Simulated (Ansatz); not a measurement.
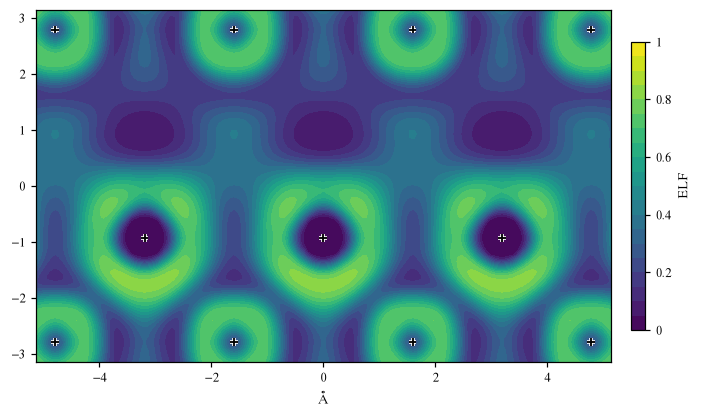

The electron localisation function on a plane through atoms (crosses mark nuclei in the plane).

Computed with Kohn-Sham DFT of a periodic cell, PBE, Ansatz PAW in Ansatz.

Candidates:
A. Sn, a = 5.88 Å, b = 5.88 Å, c = 3.20 Å, α = 90.00°, β = 90.00°, γ = 90.00°. Space group I4₁/amd; a structure from a database of computed crystals, not necessarily the ambient phase.
B. GaAs, a = 5.65 Å, b = 5.65 Å, c = 5.65 Å, α = 90.00°, β = 90.00°, γ = 90.00°. Space group F-43m; computed pressure about 3 GPa in this cell.
C. MoP, a = 3.22 Å, b = 3.22 Å, c = 3.19 Å, α = 90.00°, β = 90.00°, γ = 120.00°. Space group P-6m2; computed pressure about 3 GPa in this cell.

Question: Which candidate gave the map?

Answer: Candidate C: MoP on the (110) plane of the conventional cell, which holds Mo and P. Mo–P (2.45 Å): the ELF peaks at about 0.80 in the valence shell of P, 0.8 Å from its nucleus, and is about 0.45 at the midpoint.
